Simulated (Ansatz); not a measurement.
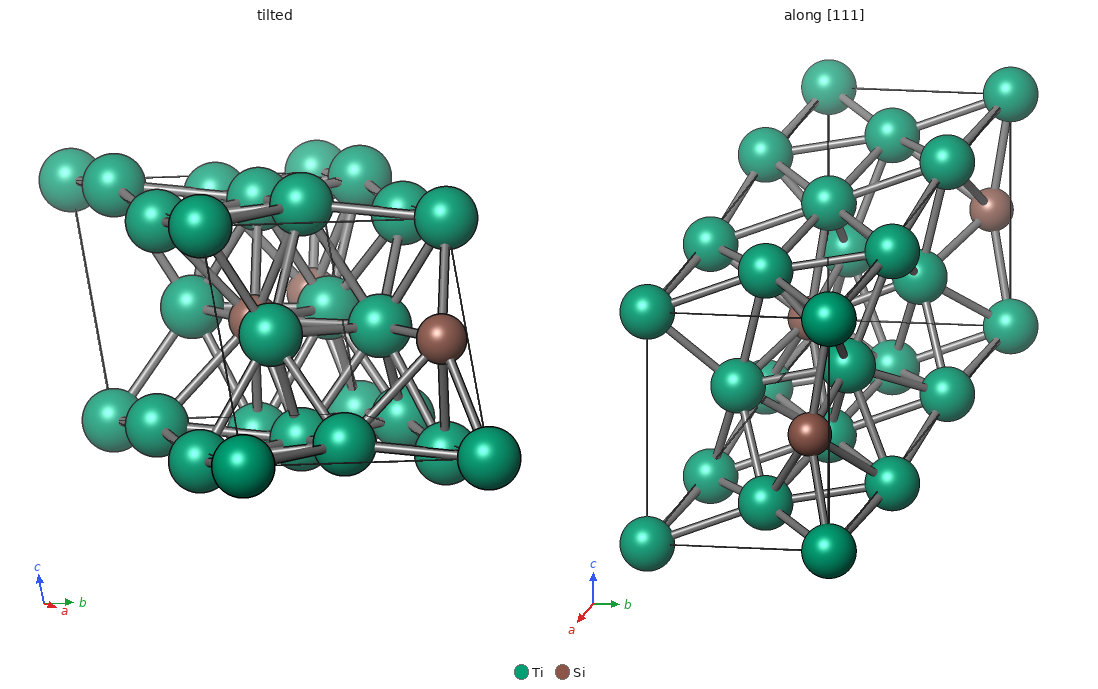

A ball-and-stick rendering, viewed slightly off an axis and along [111]. Thin lines show the conventional unit cell, with boundary atoms drawn in all their periodic places. Cell: a = 8.739 Å, b = 5.046 Å, c = 5.311 Å, α = 90.00°, β = 123.26°, γ = 90.00°.

State composition, symmetry and coordination.

The solid is Ti₅Si. The space group is C2 (No. 5); the lattice is base-centred monoclinic. The cell has 12 atoms, namely 10 Ti, 2 Si. Coordination numbers (contacts within bonding distance): Ti 10 to 12 (mean 11.2) and Si 10. Not all metal-metal contacts are counted.

The structure was taken from a structure listed in the Materials Project. Earlier steps of the study may have refined or changed the cell and positions. It was run through Ansatz as a DFT input.

At this level of theory the cell isn't at rest (forces up to 0.6 eV/Å), so its distances can differ from those at equilibrium, the more so the softer the solid.
